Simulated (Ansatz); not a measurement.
SiO2

Input file:

```
crystal:
  lattice:
    - [2.5967353756, 0.0, 0.0]
    - [-1.2983676878, 2.2488388022, 0.0]
    - [0.0, 0.0, 9.7275046822]
  atoms:
    - { symbol: Si, position: [0.6666666667, 0.3333333333, 0.2499702065] }
    - { symbol: Si, position: [0.3333333333, 0.6666666667, 0.7500297935] }
    - { symbol: O, position: [0.3333333333, 0.6666666667, 0.3599491762] }
    - { symbol: O, position: [0.6666666667, 0.3333333333, 0.8600086936] }
    - { symbol: O, position: [0.3333333333, 0.6666666667, 0.1399913064] }
    - { symbol: O, position: [0.6666666667, 0.3333333333, 0.6400508238] }
kpoints:
  mp_grid: { grid: [12, 12, 4] }
  band_path:
    path:
      - [0.0, 0.0, 0.0]
      - [0.5, 0.0, 0.0]
      - [0.3333333333, 0.3333333333, 0.0]
      - [0.0, 0.0, 0.5]
      - [0.5, 0.0, 0.5]
      - [0.3333333333, 0.3333333333, 0.5]
    npoints: 1
hamiltonian:
  xc: r2scan
  dispersion: rvv10
scf:
  occupations: { method: fermi_dirac, width: 0.03 }
  n_extra_bands: 5
output:
  forces: true
  stress: true
  eigenvalues: true
  write_density: true
  write_potential: true
  elf: true
  volumetric_format: npy
```

Run with:

```sh
ansatz run input.yaml --threads 2 --pin off --max-ram 2211MiB --backend cpu --events-out ev --progress --plain --runs-dir out
```

Below, planes, directions and counts refer to the conventional cell (a = 2.60 Å, b = 2.60 Å, c = 9.73 Å, α = 90.00°, β = 90.00°, γ = 120.00°).

Space group P6₃/mmc; a structure from a database of computed crystals, not necessarily the ambient phase; started from the MoS2-164 prototype, which need not be the ambient phase.

Level of theory: DFT, r2SCAN+rVV10, plane waves, PAW (Ansatz 0.2.0).

In a PAW calculation such maps are meaningful between the atoms, not at the nuclei.

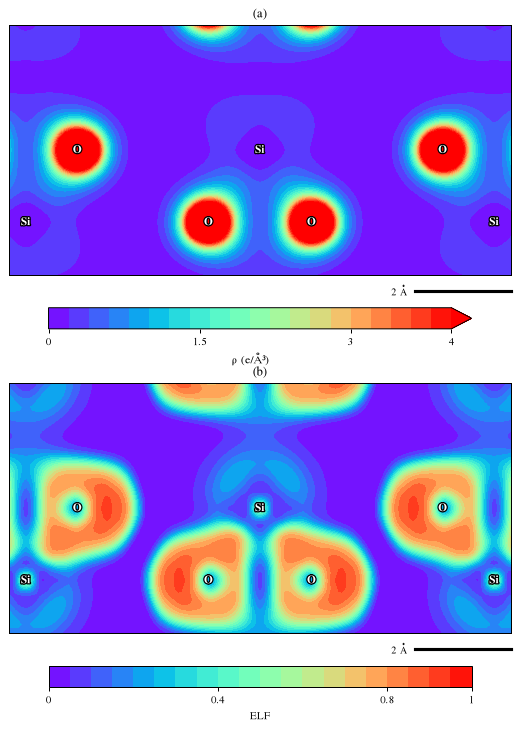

Figure 1. (a) valence electron density; (b) electron localisation function on the (110) plane of the conventional cell.

### Read the bonding off the picture.

The plane passes through Si and O nuclei. Si–O (1.84 Å): ρ at the midpoint is about 0.85 e/Å³; the ELF peaks at about 0.85 between the atoms. Between the atoms the lowest density in this plane is 0.01 e/Å³. The ELF also peaks beside O, away from the bonds: lone-pair regions.

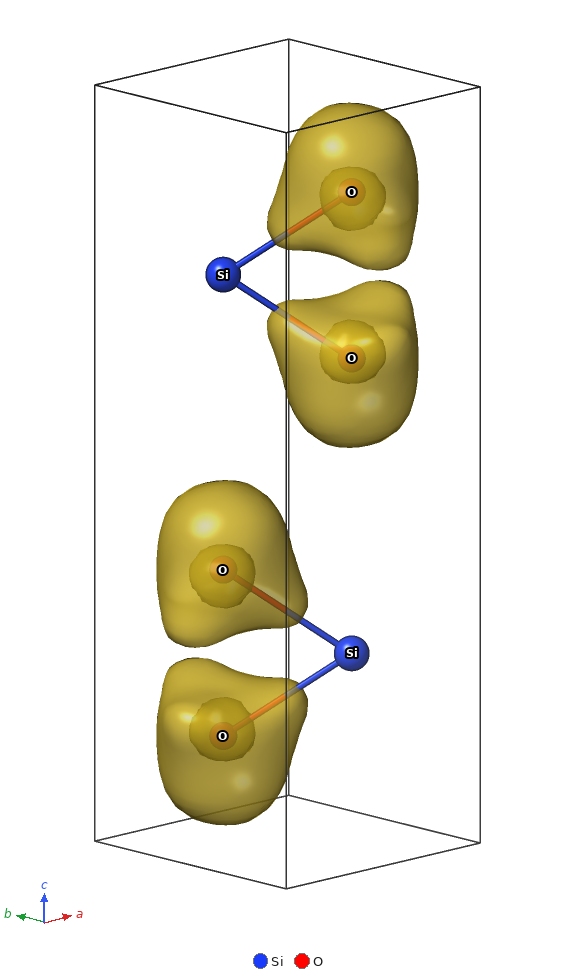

Figure 2. Isosurface of the ELF at 0.7 (yellow), seen at an oblique angle. Only the valence region is drawn (cores and ρ < 0.01 e/Å³ removed). Sticks mark near contacts.

### Describe the localisation domains.

The surface consists of four regions on O in which the atom's valence shell and bonds are merged, counted in one cell of 6 atoms. Regions shared between cells count once.

### Does the calculation make it a metal, or give it a gap?

It is gapped, with a Kohn–Sham gap of 3.9 eV on the k-point mesh (the band edges may lie off the mesh, which would make the gap smaller).
